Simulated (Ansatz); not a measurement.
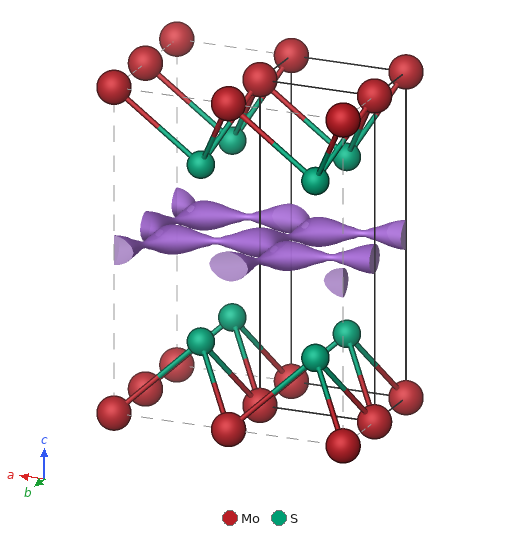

Bond-valence mismatch map for Mg2+ in MoS$_{2}$ (P-6m2): the purple surface encloses the points where |V − 2| < 0.3 v.u. (2×2×1 cells, view from a free direction). Pale faces close the region where the drawn box cuts it.

At each point the valence sum V of a Mg2+ ion is computed from the anions within 5 Å (s = exp((R0 − d)/b), R0 fitted to published crystal structures with b = 0.37 Å; R0: Mg2+–S 2.186 Å). Points too close to the other cations are excluded (2.2 Å from Mo). Mg2+ is a guest here, not part of the formula. This is an empirical screen for pathways, not an energy calculation.

The cell is taken from the geometry relaxed with DFT, r2SCAN+rVV10, plane waves, PAW (Ansatz 0.2.0).

```yaml
crystal:
  lattice:
    - [3.17096, 0.00000, 0.00000]
    - [-1.58548, 2.74613, 0.00000]
    - [0.00000, 0.00000, 6.81004]
  atoms:
    - { symbol: Mo, position: [0.00000, 0.00000, 0.00000] }
    - { symbol: S, position: [0.33333, 0.66667, 0.22853] }
    - { symbol: S, position: [0.33333, 0.66667, 0.77147] }
```

Q: How are the low-mismatch regions connected?

A: The regions form a two-dimensional network in layers parallel to (001).

Q: At which mismatch do paths open?

A: From a mismatch of about 0.25 v.u. the regions form a two-dimensional network in layers parallel to (001). No third dimension opens below 1.4 v.u. These are grid estimates, good to about 0.1 v.u.
